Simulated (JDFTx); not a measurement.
# Energy of NiSi2 along an even scaling of the cell

System: NiSi2 (Fm-3m, 3 atoms in the cell).
Method: Kohn-Sham DFT of a periodic cell, PBEsol, PseudoDojo-SR-PBEsol-0.4.1-standard, spin-polarised (JDFTx 1.7.0 (patched build)).

The 6 runs differ only in the geometry, by an even scaling of the cell at fixed fractional positions. The structure derives from an entry of the Crystallography Open Database.

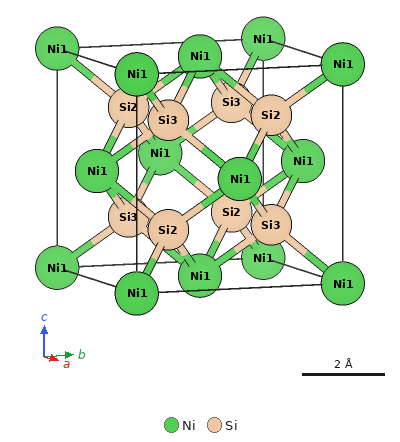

Figure 1. The structure of run 4 (ball-and-stick view of the cell 4 times as large as that of the calculation, set on its symmetry axes, seen slightly off an axis; atoms are numbered from 1 in the order of the input). An atom can appear more than once, as a periodic image.

**Input of run 4**
```
lattice \
    0.0000000000     5.1079297149     5.1079297149 \
    5.1079297149     0.0000000000     5.1079297149 \
    5.1079297149     5.1079297149     0.0000000000
coords-type Lattice
ion Ni     0.0000000000     0.0000000000     0.0000000000 1
ion Si     0.7500000000     0.7500000000     0.7500000000 1
ion Si     0.2500000000     0.2500000000     0.2500000000 1

ion-species pseudo/Ni.upf
ion-species pseudo/Si.upf
elec-cutoff 49 392
elec-ex-corr gga-PBEsol
kpoint-folding 9 9 9
elec-smearing Fermi 0.0018374661
elec-n-bands 20
spintype z-spin
initial-magnetic-moments Ni 1
elec-initial-magnetization 1 no
electronic-SCF nIterations 100 energyDiffThreshold 1e-09
electronic-minimize nIterations 30 energyDiffThreshold 1e-7
forces-output-coords Cartesian

dump-name run.$VAR
dump End Ecomponents EigStats BandEigs Kpoints Forces Stress
```

Command:
```bash
jdftx -c 1 -i Si2Ni.in -o Si2Ni.out
```

Lattice vectors (Å) and fractional positions of run 4:
```
   0.000000    2.703000    2.703000
   2.703000    0.000000    2.703000
   2.703000    2.703000    0.000000
Ni  0.000000  0.000000  0.000000
Si  0.750000  0.750000  0.750000
Si  0.250000  0.250000  0.250000
```

Run 2 differs from it as follows:
```diff
-    0.0000000000     5.1079297149     5.1079297149 \
-    5.1079297149     0.0000000000     5.1079297149 \
-    5.1079297149     5.1079297149     0.0000000000
+    0.0000000000     5.0388951751     5.0388951751 \
+    5.0388951751     0.0000000000     5.0388951751 \
+    5.0388951751     5.0388951751     0.0000000000
```

**Results, with one run withheld**

```tsv
run	volume per atom (Å³)	free energy per atom, from the lowest run given (meV)	pressure (GPa)
1	12.376	20.13	9.61
2	12.639	?	?
3	12.902	1.03	2.23
4	13.166	0.00	−0.95
5	13.429	3.96	−3.86
6	13.692	12.47	−6.48
```

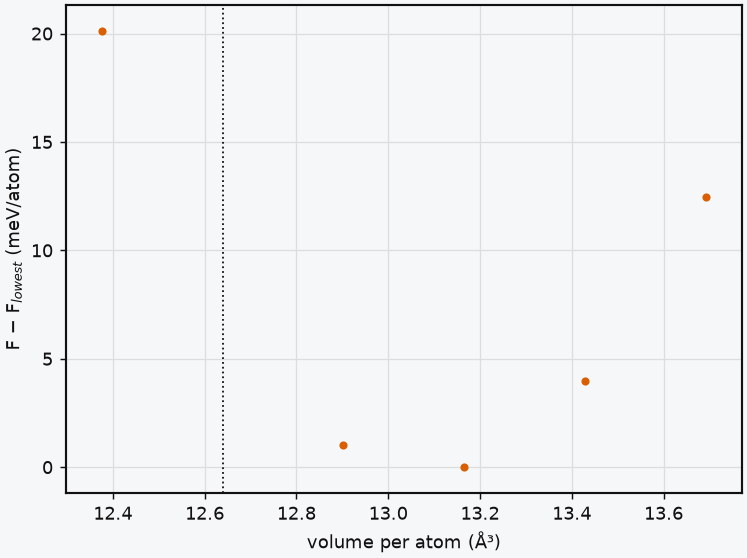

Figure 2. Free energy per atom of the runs given; the dotted line marks run 2.

Estimate the energy of run 2 from the others.

A cubic polynomial in V^(−2/3) (the Birch–Murnaghan form), fitted to the 5 runs given, misses them by under 0.01 meV per atom. With x = V^(−2/3) − 0.17995 Å⁻², it reads F = −0.23509 − 118.72 x + 4.4086e+05 x² − 3.4151e+05 x³ (meV per atom). At run 2 it gives 7.56 meV per atom, and the run itself gives 7.56. The slope of the fit gives a pressure −dF/dV of 5.76 GPa there, and the run prints 5.73 GPa. The fit has its minimum at 13.085 Å³ per atom, where V d²F/dV² gives 156 GPa: the bulk modulus at this level, since symmetry fixes the shape and the positions.

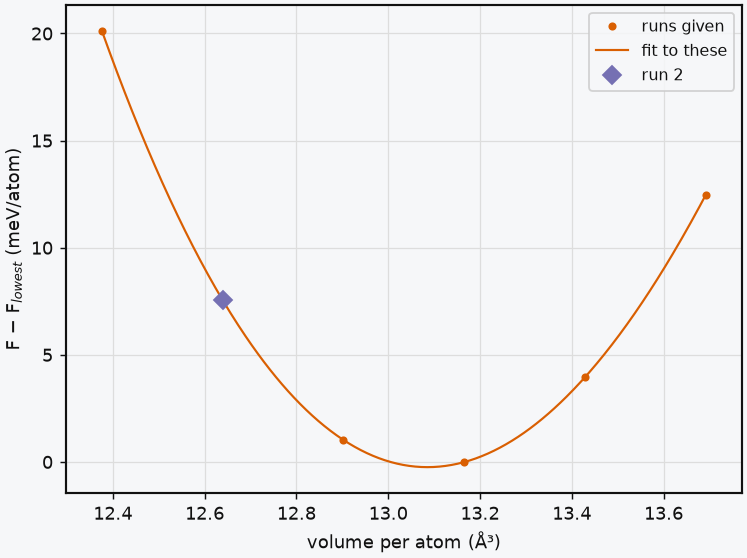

Figure 3. The fit and the withheld run.

**Some lines of the output (run 2)**
```
[...]
unit cell volume = 255.88
     Etot =     -172.0623764725264095
        F =     -172.0627137571470087
	HOMO-LUMO gap: +0.000759
	Optical gap  : +0.030345 at state 41 ( [ +0.000000 +0.111111 +0.222222 ] spin -1 )
```
